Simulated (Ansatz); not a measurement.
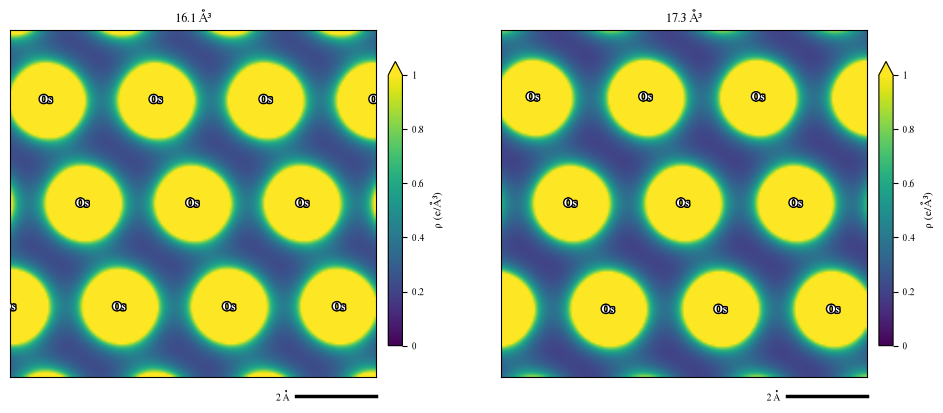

Os. The valence electron density of cells scaled evenly to different volumes (given per atom above each panel), on the (100) plane of each (indices in the axes of the cell below), at one length scale and on one colour scale.

A generated structure, not necessarily the stable one; computed without spin polarisation.

Method: Ansatz 0.2.0, DFT, BLYP, plane waves (420 eV) with PAW, scalar-relativistic.

The largest cell:

```cif
data_structure
_symmetry_space_group_name_H-M 'P 1'
_symmetry_Int_Tables_number 1
_cell_length_a 2.8241
_cell_length_b 2.8241
_cell_length_c 2.8241
_cell_angle_alpha 109.471
_cell_angle_beta 109.471
_cell_angle_gamma 109.471
_cell_volume 17.34
loop_
_atom_site_label
_atom_site_type_symbol
_atom_site_fract_x
_atom_site_fract_y
_atom_site_fract_z
_atom_site_occupancy
Os1 Os 0.00000 0.00000 0.00000 1
```

| volume (Å³/atom) | Os–Os contact in the plane (Å) | ρ at its midpoint (e/Å³) | pressure (GPa) | 
| --- | --- | --- | --- |
| 16.10 | 2.755 | 0.419 | −10.6 | 
| 16.72 | 2.790 | ? | ? | 
| 17.34 | 2.824 | 0.375 | −25.7 | 

Question: What values belong in the row with question marks?

Answer: Over the known rows ln ρ falls by 1.61 per Å of Os–Os distance (the line through the two), which gives 0.396 e/Å³ at 2.790 Å; the calculation gives 0.396 e/Å³. For the pressure, a straight line in volume between the neighbouring rows gives −18.1 GPa; the calculation gives −19.1, lower because pressure rises ever faster on compression.
